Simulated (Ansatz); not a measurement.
**Single-point calculation, with input and output: CO**

CO (8 atoms in the cell), computed with DFT, PBE, plane waves, PAW, no spin polarisation (Ansatz 0.2.0).

The structure was made by swapping elements on the sites of another compound; it need not be a known phase.

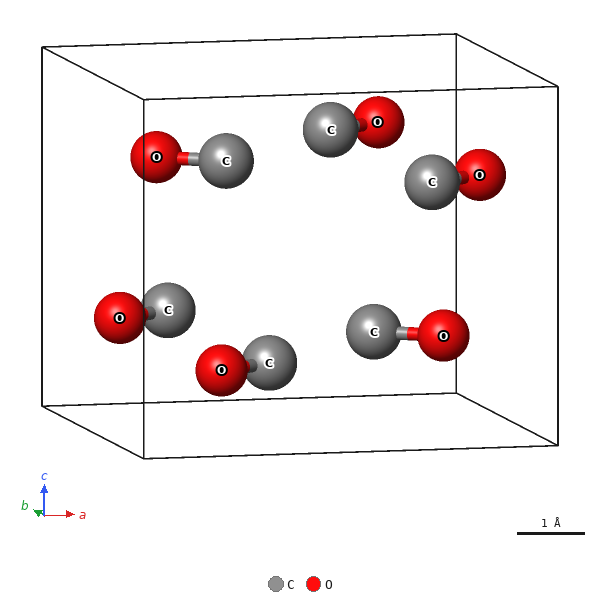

The input geometry (ball-and-stick view of the cell of the calculation, seen slightly off an axis).

### Input
```yaml
crystal:
  lattice:
    - [6.4095875606, 0.0, 0.0]
    - [0.0, 6.3540509386, 0.0]
    - [0.0, 0.0, 5.4362870083]
  atoms:
    - { symbol: C, position: [0.3126866972, 1.0367555408, 0.25] }
    - { symbol: C, position: [0.6873133028, -0.0367555408, 0.75] }
    - { symbol: C, position: [0.3126866972, 0.4632444592, 0.75] }
    - { symbol: C, position: [0.6873133028, 0.5367555408, 0.25] }
    - { symbol: O, position: [0.8289919849, 0.4295658531, 0.25] }
    - { symbol: O, position: [0.1710080151, 0.5704341469, 0.75] }
    - { symbol: O, position: [0.8289919849, 0.0704341469, 0.75] }
    - { symbol: O, position: [0.1710080151, 0.9295658531, 0.25] }
basis:
  ecutwfc: "18.4 Ry"
kpoints:
  mp_grid: { grid: [4, 4, 4], shift: [0.5, 0.5, 0.5] }
hamiltonian:
  xc: pbe
scf:
  occupations: { method: gaussian, width: 0.02 }
output:
  forces: true
  eigenvalues: true
  stress: true
```

Machine: 2 threads of Arm Neoverse N1, 54 GiB of memory available, shared host.

Run as:
```bash
ansatz run input.yaml --threads 2 --pin off --max-ram 5120MiB --backend cpu --events-out ev --progress --plain --runs-dir out
```

### The program's output
```
Warning: basis.ecutwfc = 250.34475346308957 eV is below the records' recommended 420 eV, and the density's cutoff is lower with it unless basis.ecutrho_ratio is high enough to keep the records' density cutoff: compare with a run at a higher cutoff
Engine: ansatz 0.2.0, aarch64-unknown-linux-gnu
Pseudopotentials: kind: paw
Pseudopotential: C, paw, valence charge 4, recommended cutoff 420 eV (normal), C.paw.azcp
Pseudopotential: O, paw, valence charge 6, recommended cutoff 420 eV (normal), O.paw.azcp
Functional definition: PBE
  parameter kappa = 0.804
  parameter beta = 0.06672455060314922
  exchange = pbe_x(kappa = kappa, mu = beta*pi^2/3)
  correlation = pbe_c(beta = beta)
Crystal: 8 atoms, lattice volume = 221.403 Å³
Basis set: ecut = 250.34475346308957 eV, 1999 PW (Γ), exchange–correlation on 72×72×60 points (8 copies of the dense FFT grid, shifted against one another)
Bands: 28, of which v1, the nominal top of the filled ones, is band 20 counted from 1 (19 counted from 0)
Symmetry: 8 space group operations
Space group: Pbcm (ITA 57), of the structure as read, at distance tolerance 6.0e-5 Å
k-points: 8 of 64
Non-local potential: C, projectors of the file, l = 0: 2, l = 1: 2, l = 2: 1
Non-local potential: O, projectors of the file, l = 0: 2, l = 1: 2, l = 2: 1
PAW form: soft (Blöchl's): semilocal exchange-correlation on the pseudo side does not see the compensation charge
PAW one-centre angular grid: C, 110 points (default); XC on 64 Gauss nodes
PAW one-centre angular grid: O, 110 points (default); XC on 64 Gauss nodes
Initial density: superposition of atomic densities (neutral atoms: chi_scale 0, normalization atom), corrected by the library's trained network
Initial wavefunctions: pseudopotential atomic-orbital guess
Functional: x = pbe(κ = 0.804, μ = 0.2195149727645171), c = pbe(β = 0.06672455060314922)
SCF iter   1: F=—  HF=-3257.594739 eV  |F-HF|=—  |Δ(HF+E_count)|=         —  Δρ=3.66e-2  dr2=1.09e0  ethr=1.77e-3  ⟨swp⟩=6.0  Hψ=998  notcnv=0
preconditioner: auto → Resta (q_TF=auto, 2.051 Å⁻¹)  ε∞=3.1  [insulator: Δε(μ)=6.027 eV  Ē_g=9.662 eV  σ=0.020 eV  W_gap=1.00  n_scr=30 (ndim 8)  ℏωp=14.1 eV  f_vac=0.344  D(μ)=0.00/eV (n_scr^D=0)  ε∞_Penn≈3.1]
SCF iter   2: F=—  HF=-3257.342875 eV  |F-HF|=—  |Δ(HF+E_count)|=   2.52e-1  Δρ=1.46e-2  dr2=3.37e-1  ethr=1.77e-3  ⟨swp⟩=2.0  Hψ=486  notcnv=0  defer=26
SCF iter   3: F=—  HF=-3257.293603 eV  |F-HF|=—  |Δ(HF+E_count)|=   4.93e-2  Δρ=7.93e-3  dr2=2.81e-2  ethr=8.42e-4  ⟨swp⟩=2.4  Hψ=351  notcnv=0  defer=10
automatic band count: iteration 3 solves 26 bands in place of 28: the levels show a gap, and the empty bands left out lie too high to hold charge; the band table lists the bands solved (type scf.n_extra_bands for more)
SCF iter   4: F=—  HF=-3257.292965 eV  |F-HF|=—  |Δ(HF+E_count)|=   6.38e-4  Δρ=2.16e-3  dr2=2.24e-3  ethr=7.04e-5  ⟨swp⟩=2.4  Hψ=448  notcnv=0  defer=12
SCF iter   5: F=—  HF=-3257.293401 eV  |F-HF|=—  |Δ(HF+E_count)|=   4.36e-4  Δρ=3.12e-4  dr2=7.59e-5  ethr=5.59e-6  ⟨swp⟩=2.0  Hψ=344  notcnv=0  defer=4
automatic band count: iteration 5 solves 25 bands in place of 26: the levels show a gap, and the empty bands left out lie too high to hold charge; the band table lists the bands solved (type scf.n_extra_bands for more)
SCF iter   6: F=—  HF=-3257.293014 eV  |F-HF|=—  |Δ(HF+E_count)|=   3.88e-4  Δρ=2.90e-5  dr2=3.68e-6  ethr=1.90e-7  ⟨swp⟩=2.4  Hψ=350  notcnv=0  defer=4
SCF iter   7: F=—  HF=-3257.293015 eV  |F-HF|=—  |Δ(HF+E_count)|=   1.16e-6  Δρ=7.51e-6  dr2=1.83e-7  ethr=9.21e-9  ⟨swp⟩=2.4  Hψ=313  notcnv=0  defer=4
SCF iter   8: F=-3257.293015 eV  HF=-3257.293015 eV  |F-HF|=5.86e-9  |Δ(HF+E_count)|=   5.01e-8  Δρ=1.07e-6  dr2=3.58e-9  ethr=2.50e-10  ⟨swp⟩=6.5  Hψ=852  notcnv=0
SCF 1 converged in 8 iterations: F = -3257.293015 eV  dr2 = 3.58e-9
  greatest PAW one-centre occupation: 0.914 electrons in one spin orbital (limit 2), on the O atom at site 7 (counted from 0), in its partial waves of l = 0
```

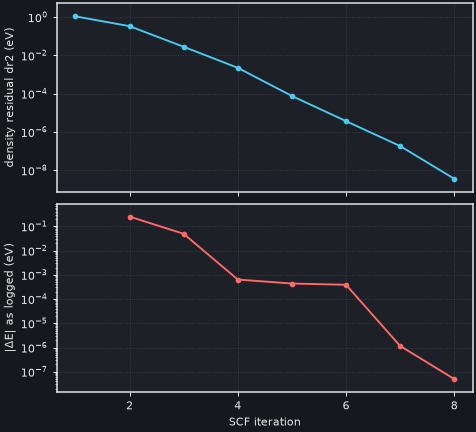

Convergence of the self-consistent field: density residual dr2 and size of the energy change against the SCF iteration. The residual falls at every step.

```
SCF converged after 8 iterations
Free energy (F): -3257.293015 eV
Harris-Foulkes:  -3257.293015 eV  (|F-HF|=5.86e-9)
Internal energy: -3257.293015 eV  (E = F + TS)
E sigma→0 (E₀):  -3257.293015 eV
Fermi energy:    -2.066474 eV
--- Per-component energies (eV) ---
  E_band       = -464.056278
  E_kinetic    = 1044.346570
  E_local      = -3363.122819  (includes V_loc(G=0)·N_el)
  E_nonlocal   = 275.325514
  E_hartree    = 1167.264975
  E_xc         = -479.442998
  E_vxc        = -602.381797  (∫ρ·V_xc dr)
  E_paw        = -1013.982655  (= ΣΔE_a)
  E_vpaw       = -152.806388  (= ΣTr[D̂ρ^β])
  E_aug_tail   = 0.051892  (compensation charges beyond the density's cutoff)
  E_ewald      = -887.733494
  E_smearing   = -0.000000  (= −TS)
  E_closure    = 0.000000  (closes the sum)
  Σ components = -3257.293015   (vs F -3257.293015, Δ=0.00e0)
--- Forces (eV/Å), atoms counted from 1 ---
  atom   1  C     -0.77841046    -0.58412551     0.00000000
  atom   2  C      0.77841046     0.58412551    -0.00000000
  atom   3  C     -0.77841046     0.58412551     0.00000000
  atom   4  C      0.77841046    -0.58412551    -0.00000000
  atom   5  O     -0.75653585     0.57980892     0.00000000
  atom   6  O      0.75653585    -0.57980892    -0.00000000
  atom   7  O     -0.75653585    -0.57980892     0.00000000
  atom   8  O      0.75653585     0.57980892    -0.00000000
  max |Σ_I F_I| component: 1.11e-16 eV/Å
--- Stress (GPa, compression-positive) ---
       -2.136852      -0.000000       0.000000
       -0.000000      -1.287063       0.000000
        0.000000       0.000000      -0.263415
  P = ⅓ Tr σ = -1.2291 GPa (-12.291 kbar)
--- Band table (eV; the first three rows and the last of 8) ---
  k-point 0: bands = ["-25.8688", "-25.8495", "-25.8450", "-25.8379", "-10.6939", "-10.6160", "-10.5502", "-10.5106", "-8.2234", "-8.1400", "-8.1315", "-8.0904", "-8.0292", "-8.0064", "-7.9816", "-7.9489", "-6.0364", "-5.3435", "-5.1720", "-5.1091", "1.0896", "1.1785", "1.3686", "1.6713", "1.8089"]
  k-point 1: bands = ["-25.8590", "-25.8481", "-25.8468", "-25.8457", "-10.6342", "-10.5964", "-10.5685", "-10.5647", "-8.1961", "-8.1799", "-8.1661", "-8.0817", "-8.0599", "-8.0165", "-8.0110", "-7.9872", "-5.7593", "-5.3819", "-5.2782", "-5.2078", "0.9630", "1.0338", "1.3708", "1.7404", "1.9507"]
  k-point 2: bands = ["-25.8590", "-25.8518", "-25.8421", "-25.8371", "-10.6556", "-10.6178", "-10.5500", "-10.5243", "-8.1854", "-8.1422", "-8.0895", "-8.0863", "-8.0530", "-8.0300", "-7.9720", "-7.9405", "-5.8381", "-5.5722", "-5.1051", "-5.0960", "1.1930", "1.2405", "1.6050", "1.6580", "1.6713"]
  k-point 7: bands = ["-25.8541", "-25.8523", "-25.8477", "-25.8458", "-10.6145", "-10.6033", "-10.5838", "-10.5793", "-8.2109", "-8.1995", "-8.1816", "-8.1441", "-7.9952", "-7.9762", "-7.9641", "-7.9564", "-5.5991", "-5.4522", "-5.3293", "-5.2830", "1.1208", "1.2233", "1.2935", "1.5184", "1.9614"]
```

### Key numbers

```csv
quantity,value
outcome,converged
space group (tolerance 0.01 Å),Pbcm (57)
electrons treated,40
free energy,−3257.2930 eV
Fermi energy,−2.066 eV
gap on the k-point mesh,6.06 eV
pressure,−1.23 GPa
largest force (length of the vector),0.973 eV/Å
wall time,1.9 s (CPU time 3.4 s)
peak memory,0.31 GiB
```

### Remarks

Settings chosen away from the usual ones: kpoints.mp_grid.shift set to [0.5, 0.5, 0.5]; basis.ecutwfc set to 18.4 Ry (from 420). These settings are looser than, or depart from, a standard set-up, so the numbers are not reference values for this system. The program warns: the cutoff is below the recommended one.
